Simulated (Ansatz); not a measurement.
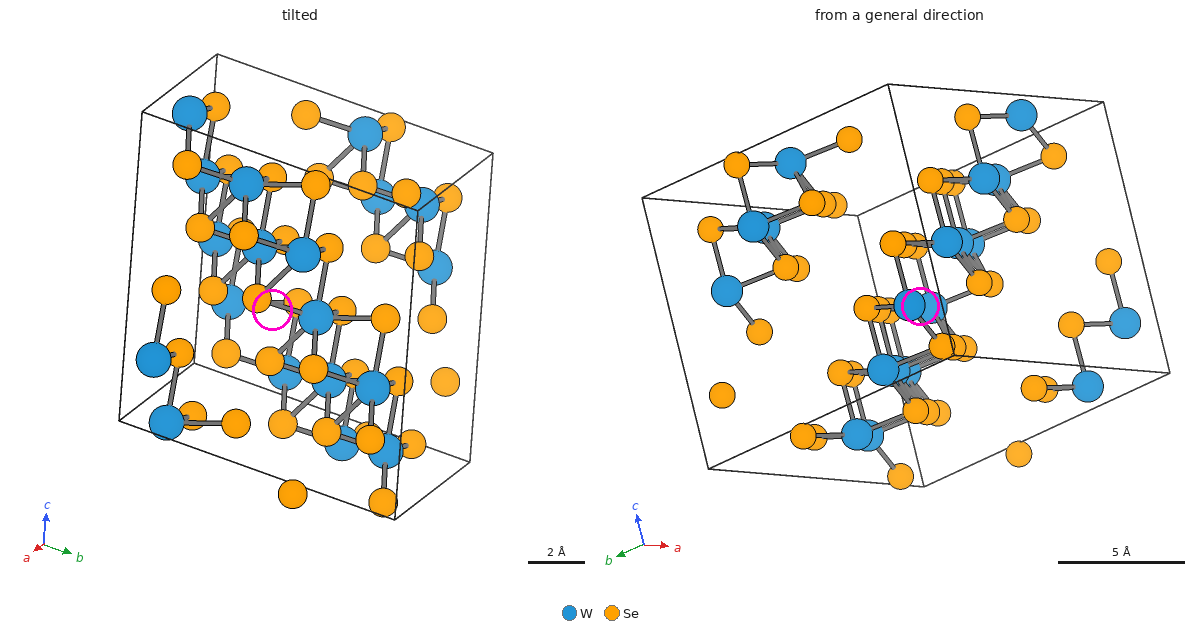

The crystal in a ball-and-stick representation, seen slightly off an axis and from a general direction. Lines trace the edges of the supercell. The host is WSe2, in a cell of 48 sites, and the cell is neutral. A ring marks the defect's site.

How does this supercell depart from the perfect host?

A tungsten vacancy. Around the empty site lie six Se at about 2.5 Å.

The structure was taken from a structure listed in the Materials Project, repeated into a supercell with a point defect put in. Earlier steps of the study, as a rule a relaxation of our own, may have changed the cell and positions, so they can lie some per cent off the listed ones. It was set up as input for a calculation with Ansatz.
